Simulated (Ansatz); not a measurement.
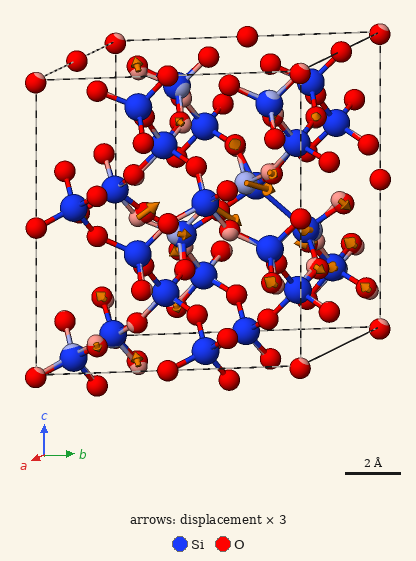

This is a relaxation of a defect cell of composition Si24O47 (cell charge −1). The starting structure is drawn faded, the final one solid; orange arrows show the displacements, 3 times their true length.

A ball-and-stick model of the cell of the calculation, reduced to other axes (origin shifted), seen slightly off an axis. Lengths and directions refer to the drawn axes.

Computed with DFT, PBEsol, PAW, plane waves in Ansatz. Set-up: plane-wave cutoff 420 eV; k-point mesh 1 × 1 × 1; mesh shifted by (0.25, 0.25, 0.25); collinear spin; atoms relaxed in a fixed cell; force threshold 0.03 eV/Å; at most 80 steps.

Q: What happened in the run?

A: After 15 geometry steps the energy has fallen by 2.639 eV per cell of the calculation. Largest force component: 4.8 eV/Å at the start, 0.011 eV/Å at the end. The largest move is that of an O atom, 0.61 Å along [−1 1 −1]. By element the largest moves are O 0.61 Å, Si 0.51 Å. The lattice vectors keep their values. Near-neighbour distances that change, for instance: Si–Si 3.122 → 2.474 Å, O–Si 1.591 → 1.718 Å, O–Si 1.589 → 1.692 Å, O–Si 1.575 → 1.672 Å. New bonds form, among them: Si–Si (3.12 → 2.47 Å). Among the angles between lasting bonds that change: Si–O–Si 142.0° → 158.8°, Si–O–Si 144.6° → 128.3°, Si–O–Si 144.5° → 159.8°.

Limits of the set-up: the cell is charged, on a uniform background, and energies carry no finite-size correction.
